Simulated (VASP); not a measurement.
**WS2: optical-spectrum calculation**

WS2 (P3m1, 9 atoms in the cell), computed with Kohn-Sham DFT of a periodic cell, r2SCAN with rVV10, VASP PAW PBE potentials, materialsproject (VASP 6.6.1).

The structure derives from a Materials Project entry. The run did not end well.

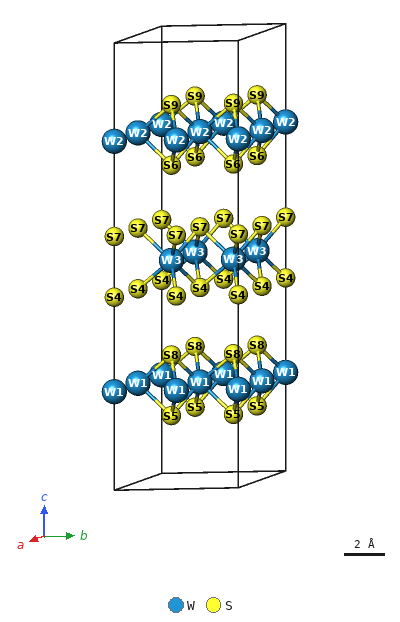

**Figure 1.** The structure (ball-and-stick view of the 2 × 2 repeat of the cell, with the vacuum cut short, seen slightly off an axis; atoms are numbered from 1 in the order of the input).

### Outcome

- outcome: stopped at the time limit
- space group (tolerance 0.01 Å): P3m1 (156)
- hardware: 1 thread of Intel Xeon (Sapphire Rapids), 192 GiB of memory available, shared host
- wall time: 34 min

### Diagnosis

The run was cut off by its time limit, so the output is incomplete.

### INCAR
```
  PREC = Accurate
  ENCUT = 520
  EDIFF = 1E-7
  ISMEAR = -1
  SIGMA = 0.05
  LREAL = False
  LASPH = True
  NELM = 80
  ALGO = Normal
  ISIF = 2
  LWAVE = False
  LCHARG = False
  METAGGA = R2SCAN
  LMIXTAU = True
  LUSE_VDW = True
  IVDW_NL = 2
  BPARAM = 11.95
  CPARAM = 0.0093
  LOPTICS = True
  NBANDS = 71
  NEDOS = 1000
  CSHIFT = 0.1
```

### KPOINTS
```
regular mesh
0
Gamma
  10 10 1
```

### POSCAR
```
W  S 
 1.0000000000000000
     3.1829541699999999    0.0000000000000000    0.0000000000000000
    -1.5914770849999993    2.7565191703016128    0.0000000000000000
     0.0000000000000000    0.0000000000000000   28.5322178599999994
 W   S  
   3   6
Cartesian
  0.0000000000000000  0.0000000000000000 12.3933020837956036
  0.0000000000000000  0.0000000000000000 25.2662427333493120
 -0.0000000001591473  1.8376794469596260 18.8109040529016376
  0.0000000000000000  0.0000000000000000 17.2512982153682515
 -0.0000000001591473  1.8376794469596260 10.8339755766750656
 -0.0000000001591473  1.8376794469596260 23.7059441335662804
  0.0000000000000000  0.0000000000000000 20.3706399973484693
 -0.0000000001591473  1.8376794469596260 13.9531224836073022
 -0.0000000001591473  1.8376794469596260 26.8255840772231373
```

Command:
```bash
ase convert -i cif -o vasp WS2.cif POSCAR
cat potpaw_PBE.64/W_sv/POTCAR potpaw_PBE.64/S/POTCAR > POTCAR
mpirun -np 1 vasp_std > vasp.out
```

### OSZICAR
```
N       E                     dE             d eps       ncg     rms          rms(c)
DAV:   1     0.631293150231E+03    0.63129E+03   -0.39978E+04  2164   0.103E+03
DAV:   2    -0.177449783772E+03   -0.80874E+03   -0.76649E+03  2289   0.313E+02
DAV:   3    -0.229791644996E+03   -0.52342E+02   -0.51244E+02  2452   0.813E+01
DAV:   4    -0.231165538912E+03   -0.13739E+01   -0.13709E+01  2360   0.136E+01
DAV:   5    -0.231207328603E+03   -0.41790E-01   -0.41782E-01  2576   0.245E+00    0.491E+01
DAV:   6    -0.222244403817E+03    0.89629E+01   -0.85109E+00  2281   0.170E+01    0.197E+01
DAV:   7    -0.215698947149E+03    0.65455E+01   -0.19175E+00  2175   0.641E+00    0.659E+00
DAV:   8    -0.218673997961E+03   -0.29751E+01   -0.55041E-01  2192   0.467E+00    0.342E+00
DAV:   9    -0.216114628735E+03    0.25594E+01   -0.10831E-01  2241   0.166E+00    0.157E+00
DAV:  10    -0.215449229681E+03    0.66540E+00   -0.23681E-02  2184   0.768E-01    0.470E-01
DAV:  11    -0.213998987700E+03    0.14502E+01   -0.31904E-02  2150   0.913E-01    0.288E-01
DAV:  12    -0.213814403615E+03    0.18458E+00   -0.65703E-03  2121   0.408E-01    0.117E-01
DAV:  13    -0.213415718054E+03    0.39869E+00   -0.34354E-03  2228   0.316E-01    0.115E-01
DAV:  14    -0.212972207358E+03    0.44351E+00   -0.49026E-03  2135   0.367E-01    0.112E-01
DAV:  15    -0.212528973793E+03    0.44323E+00   -0.49473E-03  2130   0.365E-01    0.108E-01
DAV:  16    -0.212139072943E+03    0.38990E+00   -0.42376E-03  2114   0.340E-01    0.108E-01
DAV:  17    -0.209662580212E+03    0.24765E+01   -0.20644E-01  1996   0.196E+00    0.161E-01
DAV:  18    -0.209705563234E+03   -0.42983E-01   -0.27828E-03  2074   0.199E-01    0.163E-01
DAV:  19    -0.209694185822E+03    0.11377E-01   -0.77169E-05  2202   0.382E-02    0.163E-01
DAV:  20    -0.209646252960E+03    0.47933E-01   -0.24156E-04  2118   0.684E-02    0.155E-01
DAV:  21    -0.209615983749E+03    0.30269E-01   -0.91402E-05  2114   0.419E-02    0.156E-01
DAV:  22    -0.209327162535E+03    0.28882E+00   -0.82628E-03  1995   0.389E-01    0.170E-01
DAV:  23    -0.209285268264E+03    0.41894E-01   -0.47758E-04  2044   0.101E-01    0.215E-01
DAV:  24    -0.209013841667E+03    0.27143E+00   -0.15088E-02  2030   0.534E-01    0.361E-01
DAV:  25    -0.209007563189E+03    0.62785E-02   -0.27121E-04  2236   0.552E-02    0.404E-01
DAV:  26    -0.209000772082E+03    0.67911E-02   -0.16929E-05  2214   0.179E-02    0.410E-01
DAV:  27    -0.209021243948E+03   -0.20472E-01   -0.17719E-04  2023   0.570E-02    0.437E-01
DAV:  28    -0.208959729326E+03    0.61515E-01   -0.20908E-03  2086   0.208E-01    0.445E-01
DAV:  29    -0.208679946930E+03    0.27978E+00   -0.75027E-02  1995   0.115E+00    0.407E-01
DAV:  30    -0.208680849466E+03   -0.90254E-03   -0.95472E-04  2048   0.101E-01    0.452E-01
DAV:  31    -0.208662448765E+03    0.18401E-01   -0.81378E-04  2260   0.121E-01    0.454E-01
DAV:  32    -0.208677218222E+03   -0.14769E-01   -0.38850E-04  2153   0.787E-02    0.469E-01
DAV:  33    -0.208685775222E+03   -0.85570E-02   -0.14316E-04  2248   0.517E-02    0.465E-01
DAV:  34    -0.208704100479E+03   -0.18325E-01   -0.83945E-04  1988   0.135E-01    0.392E-01
DAV:  35    -0.208406116717E+03    0.29798E+00   -0.24599E-01  2052   0.190E+00    0.398E-01
DAV:  36    -0.208408903021E+03   -0.27863E-02   -0.37417E-03  2396   0.194E-01    0.438E-01
DAV:  37    -0.208357824211E+03    0.51079E-01   -0.14092E-02  2072   0.506E-01    0.450E-01
DAV:  38    -0.208353144522E+03    0.46797E-02   -0.12087E-04  2316   0.449E-02    0.447E-01
DAV:  39    -0.208341214179E+03    0.11930E-01   -0.10094E-03  2156   0.133E-01    0.447E-01
DAV:  40    -0.208341608996E+03   -0.39482E-03   -0.72910E-06  2236   0.990E-03    0.447E-01
DAV:  41    -0.208340671915E+03    0.93708E-03   -0.23257E-05  2030   0.203E-02    0.445E-01
DAV:  42    -0.208364539801E+03   -0.23868E-01   -0.53930E-03  2044   0.309E-01    0.443E-01
```

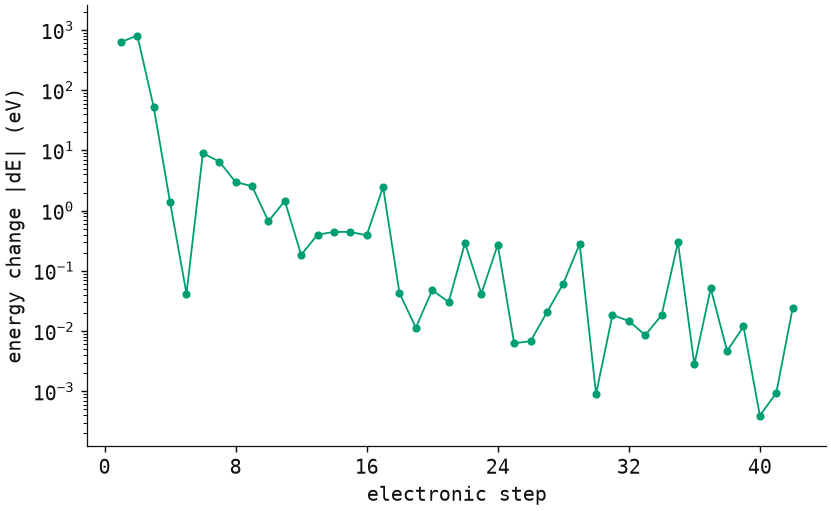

**Figure 2.** Convergence of the self-consistent field: energy change |dE| against the electronic step. It takes 42 electronic steps. The density is held fixed in the first few steps, and dE rises again when its update begins.

### Parts of OUTCAR
```
PREC = Accurate
   ENCUT = 520
   EDIFF = 1E-7
   ISMEAR = -1
   LREAL = False
   LASPH = True
   NELM = 80
   ISIF = 2
   METAGGA = R2SCAN
   IVDW_NL = 2
   BPARAM = 11.95

 ion  position               nearest neighbor table
   1  0.000  0.000  0.434-   5 2.41   5 2.41   5 2.41   8 2.41   8 2.41   8 2.41
   2  0.000  0.000  0.886-   9 2.41   9 2.41   9 2.41   6 2.41   6 2.41   6 2.41
   3  0.333  0.667  0.659-   4 2.41   4 2.41   4 2.41   7 2.41   7 2.41   7 2.41
   4  0.000  0.000  0.605-   3 2.41   3 2.41   3 2.41
   5  0.333  0.667  0.380-   1 2.41   1 2.41   1 2.41
   6  0.333  0.667  0.831-   2 2.41   2 2.41   2 2.41
   7  0.000  0.000  0.714-   3 2.41   3 2.41   3 2.41
   8  0.333  0.667  0.489-   1 2.41   1 2.41   1 2.41
   9  0.333  0.667  0.940-   2 2.41   2 2.41   2 2.41

  LATTYP: Found a hexagonal cell.
 ALAT       =     3.1829541700
 C/A-ratio  =     8.9640680752

  Lattice vectors:

 A1 = (   3.1829541700,   0.0000000000,   0.0000000000)
 A2 = (  -1.5914770850,   2.7565191703,   0.0000000000)
 A3 = (   0.0000000000,   0.0000000000,  28.5322178600)

Analysis of symmetry for initial positions (statically):
=====================================================================
 Subroutine PRICEL returns:
 Original cell was already a primitive cell.

 Routine SETGRP: Setting up the symmetry group for a
 hexagonal supercell.

 Subroutine GETGRP returns: Found  6 space group operations
 (whereof  6 operations were pure point group operations)
 out of a pool of 24 trial point group operations.

The static configuration has the point symmetry C_3v.

Analysis of symmetry for dynamics (positions and initial velocities):
=====================================================================
 Subroutine PRICEL returns:
 Original cell was already a primitive cell.

 Routine SETGRP: Setting up the symmetry group for a
 hexagonal supercell.

 Subroutine GETGRP returns: Found  6 space group operations
 (whereof  6 operations were pure point group operations)
 out of a pool of 24 trial point group operations.

The dynamic configuration has the point symmetry C_3v.

 Subroutine INISYM returns: Found  6 space group operations
 (whereof  6 operations are pure point group operations),
 and found     1 'primitive' translations

----------------------------------------------------------------------------------------

                                     Primitive cell

  volume of cell :     250.3381

  direct lattice vectors                    reciprocal lattice vectors
     3.182954170  0.000000000  0.000000000     0.314173547  0.181388182  0.000000000
    -1.591477085  2.756519170  0.000000000     0.000000000  0.362776363  0.000000000
     0.000000000  0.000000000 28.532217860     0.000000000  0.000000000  0.035048099

  length of vectors
     3.182954170  3.182954170 28.532217860     0.362776363  0.362776363  0.035048099

  position of ions in fractional coordinates (direct lattice)
     0.000000000  0.000000000  0.434361680
     0.000000000  0.000000000  0.885533780
     0.333333333  0.666666667  0.659286430
     0.000000000  0.000000000  0.604625210
     0.333333333  0.666666667  0.379710250
     0.333333333  0.666666667  0.830848280
     0.000000000  0.000000000  0.713952210
     0.333333333  0.666666667  0.489030420
     0.333333333  0.666666667  0.940185730

  ion indices of the primitive-cell ions
   primitive index   ion index
                 1           1
                 2           2
                 3           3
                 4           4
                 5           5
                 6           6
                 7           7
                 8           8
                 9           9

----------------------------------------------------------------------------------------

 KPOINTS: regular mesh

Automatic generation of k-mesh.
 Grid dimensions read from file:
 generate k-points for:   10   10    1

 Generating k-lattice:

  Cartesian coordinates                     Fractional coordinates (reciprocal lattice)
     0.031417355  0.018138818  0.000000000     0.100000000 -0.000000000  0.000000000
     0.000000000  0.036277636  0.000000000     0.000000000  0.100000000  0.000000000
     0.000000000  0.000000000  0.035048099     0.000000000  0.000000000  1.000000000

  Length of vectors
     0.036277636  0.036277636  0.035048099

  Shift w.r.t. Gamma in fractional coordinates (k-lattice)
     0.000000000  0.000000000  0.000000000

 Subroutine IBZKPT returns following result:
 ===========================================

 Found     14 irreducible k-points:

 Following reciprocal coordinates:
            Coordinates               Weight
  0.000000  0.000000  0.000000      1.000000
  0.100000  0.000000  0.000000      6.000000
  0.200000  0.000000  0.000000      6.000000
  0.300000  0.000000  0.000000      6.000000
  0.400000 -0.000000  0.000000      6.000000
  0.500000  0.000000  0.000000      3.000000
  0.100000  0.100000  0.000000      6.000000
  0.200000  0.100000  0.000000     12.000000
  0.300000  0.100000  0.000000     12.000000
  0.400000  0.100000  0.000000     12.000000
  0.200000  0.200000  0.000000      6.000000
  0.300000  0.200000  0.000000     12.000000
  0.400000  0.200000  0.000000      6.000000
  0.300000  0.300000  0.000000      6.000000
   k-points           NKPTS =     14   k-points in BZ     NKDIM =     14   number of bands    NBANDS=     71
   number of dos      NEDOS =   1000   number of ions     NIONS =      9
   total plane-waves  NPLWV = 124416
   dimension x,y,z NGX =    24 NGY =   24 NGZ =  216
   dimension x,y,z NGXF=    48 NGYF=   48 NGZF=  432
   ions per type =               3   6
   NGX,Y,Z   is equivalent  to a cutoff of  12.54, 12.54, 12.59 a.u.
   NGXF,Y,Z  is equivalent  to a cutoff of  25.07, 25.07, 25.17 a.u.
 SYSTEM =  unknown system
   PREC   = accura    normal or accurate (medium, high low for compatibility)
   ISTART =      0    job   : 0-new  1-cont  2-samecut
   ICHARG =      2    charge: 1-file 2-atom 10-const
   ISPIN  =      1    spin polarized calculation?
   LNONCOLLINEAR =      F non collinear calculations
   LSORBIT =      F    spin-orbit coupling
   LASPH  =      T    aspherical Exc in radial PAW
   ENCUT  =  520.0 eV  38.22 Ry    6.18 a.u.   5.92  5.92 53.05*2*pi/ulx,y,z
   NELM   =     80;   NELMIN=  2; NELMDL= -5     # of ELM steps
   EDIFF  = 0.1E-06   stopping-criterion for ELM
   LREAL  =      F    real-space projection
   EDIFFG = 0.1E-05   stopping-criterion for IOM
   NSW    =      0    number of steps for IOM
   IBRION =     -1    ionic relax: 0-MD 1-quasi-New 2-CG
   NFREE  =      0    steps in history (QN), initial steepest desc. (CG)
   ISIF   =      2    stress and relaxation
   ISYM   =      2    0-nonsym 1-usesym 2-fastsym
   POTIM  = 0.5000    time-step for ionic-motion
   TEBEG  =    0.0;   TEEND  =   0.0 temperature during run
   PSTRESS=    0.0 pullay stress
   NELECT =      78.0000    total number of electrons
   NUPDOWN=      -1.0000    fix difference up-down
   EMIN   =  10.00;   EMAX   =-10.00  energy-range for DOS
   EFERMI =   0.00;   METHOD = LEGACY
   ISMEAR =    -1;   SIGMA  =   0.05  broadening in eV -4-tet -1-fermi 0-gaus
   EFERMI_NEDOS =   21; number of points for ismear=-14 and -15
   IALGO  =     38    algorithm
   IMIX   =      4    mixing-type and parameters
     AMIX     =   0.40;   BMIX     =  1.00
     AMIX_MAG =   1.60;   BMIX_MAG =  1.00
  volume/ion in A,a.u.               =      27.82       187.71
  Fermi-wavevector in a.u.,A,eV,Ry     =   1.109849  2.097311 16.759190  1.231766
  Thomas-Fermi vector in A             =   2.246394
   LORBIT       =      0    0 simple, 1 ext, 2 COOP (PROOUT), +10 PAW based schemes
   METAGGA = R2SCAN    functional components
   LHFCALC =     F    Hartree Fock is set to
   AEXX    =    0.0000 exact exchange contribution
   IVDW_NL    =     2    kernel type
   BPARAM     =11.9500
   IVDW    =     0    specifies the selected vdW correction
   LEPSILON=     F    determine dielectric tensor
   LRPA    =     F    only Hartree local field effects (RPA)
 non-spin polarized calculation
  energy-cutoff  :      520.00
  volume of cell :      250.34
 maximum number of plane-waves:      6792
 NGX is ok and might be reduce to    24
   NGX = 11   NGY = 11   NGZ =107

 number of electron      78.0000002 magnetization

 Free energy of the ion-electron system (eV)
  ---------------------------------------------------
  ext. energy  EPLUGINS =         0.00000000
  ---------------------------------------------------
  free energy    TOTEN  =      -208.36453980 eV

  energy without entropy =     -208.36453977  energy(sigma->0) =     -208.36453979

------------------------ aborting loop because hard stop was set ---------------------------------------
```
